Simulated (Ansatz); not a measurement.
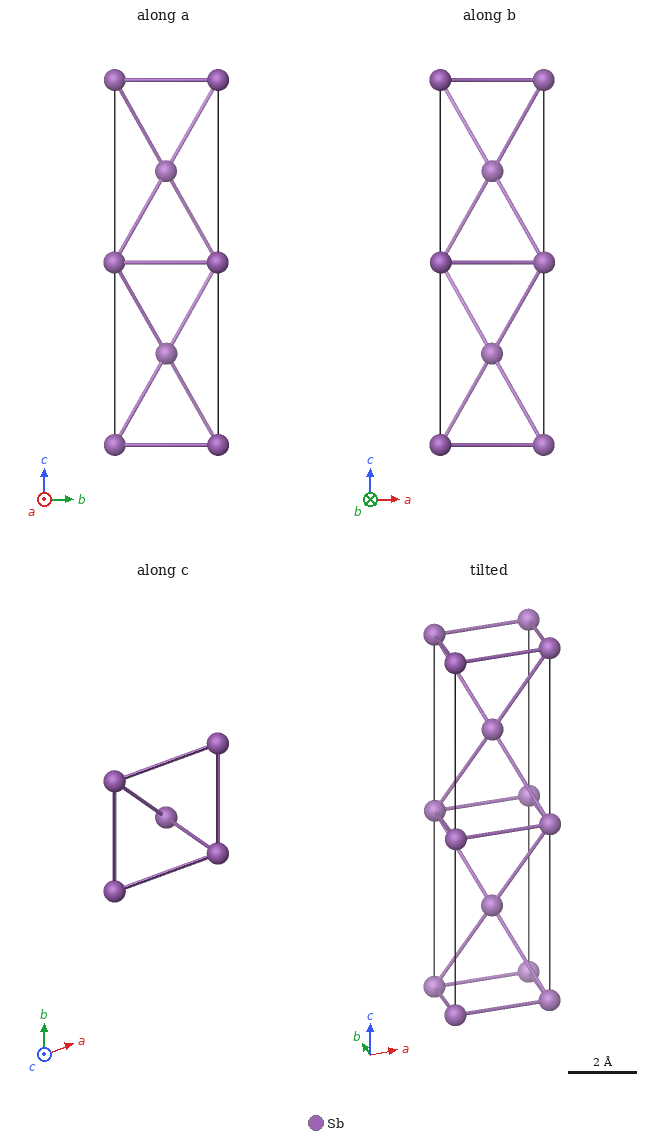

Ball-and-stick model, viewed along the a axis, along the b axis, along the c axis and slightly off an axis. The edges of the unit cell are marked.

Lattice parameters: a = 3.258 Å, b = 3.258 Å, c = 10.801 Å, α = 90.00°, β = 90.00°, γ = 69.87°. Put a along x and b in the xy plane.

> Put the structure into a POSCAR file, with free fractional coordinates to two decimals.

```
Sb
1.0
     3.258    0.000    0.000
     1.121    3.059    0.000
     0.000    0.000   10.801
Sb
4
Direct
  0.00 0.00 0.00
  0.00 0.00 0.50
  0.50 0.50 0.75
  0.50 0.50 0.25
```

The structure was taken from a structure type filled with this element by a generator (whether the element takes this form wasn't checked). Atoms and cell were optimised with Ansatz, DFT r2SCAN, scalar-relativistic, plane waves, PAW.
